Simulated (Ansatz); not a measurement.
Cell and atoms:

```
Si
1.0
     2.63919    0.00000    0.00000
    -1.31960    2.28561    0.00000
     0.00000    0.00000    4.55316
Si
2
Direct
  0.33333 0.66667 0.25000
  0.66667 0.33333 0.75000
```

Work out the structure from the coordinates.

Answer. The element is silicon. The atoms follow space group P6_3/mmc (No. 194); the Bravais lattice is primitive hexagonal. The prototype is hexagonal close-packed (Mg type). The cell holds two atoms. Around each Si lie twelve Si in an anticuboctahedral arrangement at 2.64 to 2.74 Å. The bonds build a three-dimensional framework.

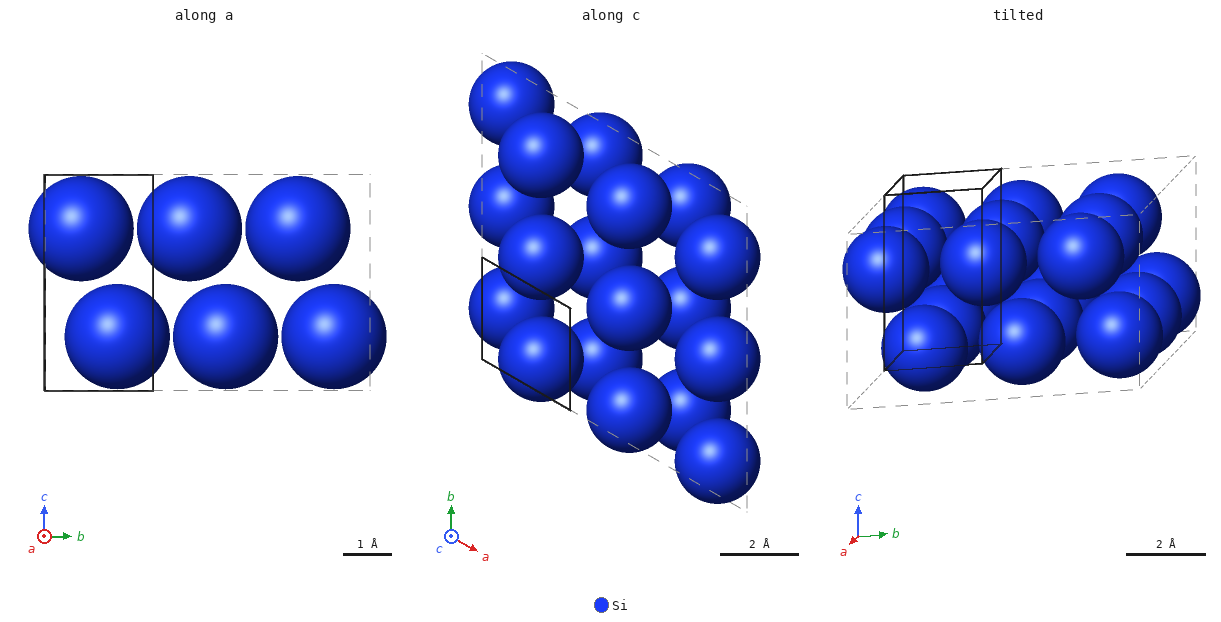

Shown here is a space-filling view of the crystal, taken along the a axis, along the c axis and slightly off an axis. The conventional unit cell (solid box) is repeated to 3×3×1 cells. Colours: silicon blue.

The structure comes from a structure listed in the Materials Project. Atoms and cell were optimised with Ansatz 0.2.0, DFT r2SCAN, scalar-relativistic, plane waves, PAW.
